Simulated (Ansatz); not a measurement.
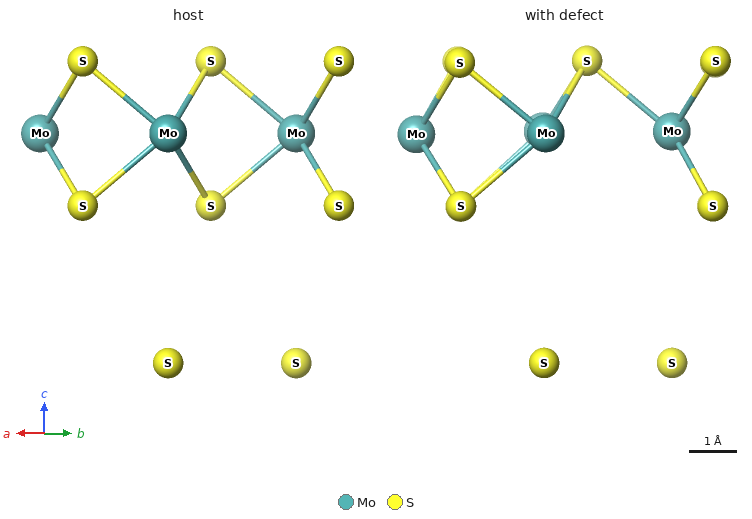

Left: perfect MoS₂. Right: the same region with one point defect, after relaxing the atoms in a supercell of 42 sites. A ball-and-stick model of the atoms within 4.6 Å of one point, in a slice 5.0 Å thick across the line of sight, seen along [110].

Theory: Ansatz, DFT r2SCAN, scalar-relativistic, plane waves, PAW. Set-up: plane-wave cutoff 500 eV; k-point mesh 2 × 2 × 2; occupations gaussian; smearing width 0.01 eV; collinear spin. The cell is small and the k-mesh coarse, so the numbers are rough. A uniform background neutralises the charged cell. The axes drawn are those of the host's conventional cell.

Which defect is it?

A sulfur atom is taken out (a vacancy).

The charge state of the cell is −1.

What does the relaxation do around it?

Around the empty S site the host had 3 Mo at 2.41 Å; after relaxation the nearest atoms are 3 Mo at 2.35 to 2.43 Å. Of the host's atoms, a sulfur atom moves furthest from its site, by 0.08 Å. The cell's net moment is 1.00 μB.
